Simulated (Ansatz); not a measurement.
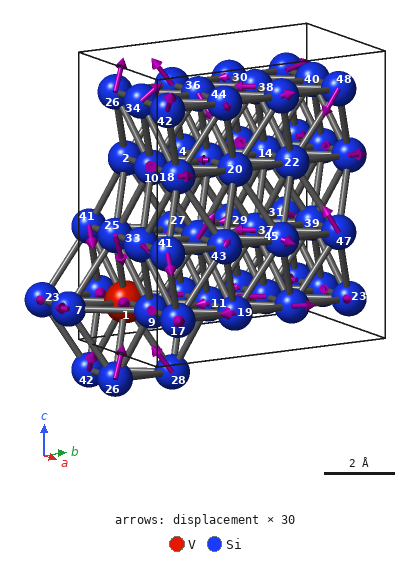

A relaxation of a defect cell of composition VSi47 (cell charge +1). The starting structure is drawn; purple arrows show the displacements, magnified 30 times.

The picture is a ball-and-stick view of the cell of the calculation, seen slightly off an axis.

These are results of Ansatz 0.2.0, DFT, PBE, plane-wave PAW, default files, scalar-relativistic, not measurements. Set-up: plane-wave cutoff 420 eV; k-point mesh 3 × 2 × 2; occupations fermi dirac; smearing width 0.01 eV; no spin polarisation; atoms relaxed in a fixed cell; force threshold 0.03 eV/Å; at most 40 steps.

Q: Atoms of which element are displaced furthest, and by how much?

A: Silicon: up to 0.044 Å, against 0.023 Å for vanadium.

Q: What happened in the run?

A: The energy falls by 0.113 eV per cell of the calculation in 3 geometry steps. Largest force component: 0.44 eV/Å at the start, 0.016 eV/Å at the end. The atom that moves furthest is a Si atom (0.044 Å along [−1 −1 0]). Largest moves by element: Si 0.044 Å, V 0.023 Å. The lattice vectors keep their values. Some distances before and after: Si–V 2.510 → 2.461 Å, Si–Si 2.444 → 2.406 Å, Si–Si 2.444 → 2.477 Å, Si–Si 2.510 → 2.478 Å. The run took 4.1 min on 1 thread of Arm Neoverse V2 (shared host), peak memory 1.2 GiB.

Limits of the set-up: the k-point mesh is coarse for a cell with partly filled bands; the periodic images lie only 7.3 Å apart, so the values are limited by the cell's size; the cell is charged, on a uniform background, and energies carry no finite-size correction.
